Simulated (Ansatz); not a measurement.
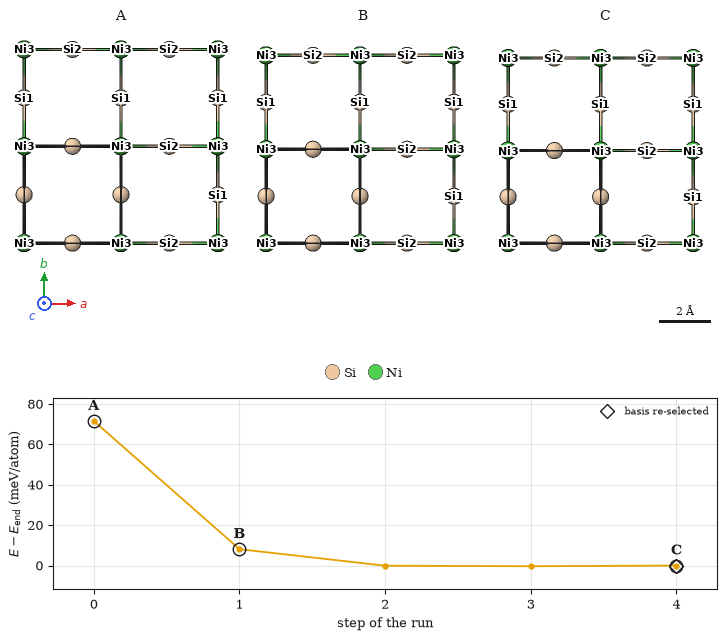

Frames of a relaxation of crystalline Si$_{2}$Ni (a generated structure, set up in P4/mmm) (coarse preliminary run), marked on the history of the run. Style: ball-and-stick. Shown: the cell of the calculation, repeated 2 × 2 × 1 with one cell outlined, along the c axis.

Theory: DFT PBE, scalar-relativistic, plane waves, PAW in Ansatz. Settings: plane-wave cutoff 420 eV; k-point mesh 4 × 4 × 6; occupations gaussian; smearing width 0.1 eV; collinear spin; cell and atoms relaxed; force threshold 0.04 eV/Å; at most 70 steps.

**What happens along the run?**

No atom moves by more than 0.005 Å relative to the cell. The drawn cell changes as follows: a = b 3.827 → 3.657 Å (−4.4 %), c 3.188 → 3.101 Å (−2.7 %); the volume changes by −11.2 %. Near-neighbour distances that change, for instance: Si1–Ni3 2.490 → 2.397 Å. The space group stays P4/mmm (No. 123). Over 3 accepted moves (4 points after the start) the energy falls by 71.6 meV per atom. All forces vanish by symmetry, so only the cell relaxes. Pressure: −11.84 GPa at the start and 0.00 GPa at the end. The SCF was repeated once at an unchanged geometry on a basis and grid sized afresh for the cell, which shifted the energy by 0.3 meV per atom at most. The program noted that the starting moments weren't kept. The run took 37 s on 1 thread of Intel(R) Xeon(R) Processor @ 2.50GHz (Skylake/Cascade Lake), with other jobs on the host, peak memory 0.36 GiB. From step 0 to 1: volume −7.4 %, energy −63.5 meV per atom. From step 1 to 4: volume −4.0 %, energy −8.1 meV per atom.

Limits of the set-up: the k-point mesh is coarse for a cell with partly filled bands.
